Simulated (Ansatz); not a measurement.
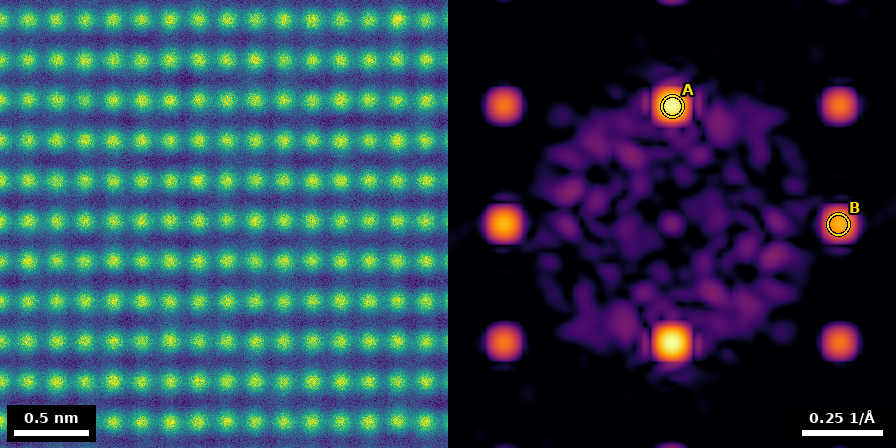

Integrated-DPC-like image of a crystal. Simulated as the projected potential of neutral atoms (B = 0.3 Å²) blurred by a 0.99 Å probe, the thin-sample limit of integrated differential phase contrast. The display is stretched by a gamma of 0.8; percentages refer to the linear signal. Shot noise and the speckle of an amorphous layer were added.

The right panel is the modulus of the image's Fourier transform on a logarithmic scale.

Q: Which lattice spacings do the marked spots stand for, and what angle do A and B enclose?

A: 2.7 Å, B: 1.9 Å; A and B enclose about 90°.

The crystal is Ti (Pm-3m, No. 221) along [110]; the spots are (0 0 -1) and (1 -1 0). Structure: coordinates from a relaxation with DFT, r2SCAN, plane waves (500 eV) with PAW, scalar-relativistic (Ansatz 0.2.0); the starting structure was generated, so it need not be a known form of this composition.
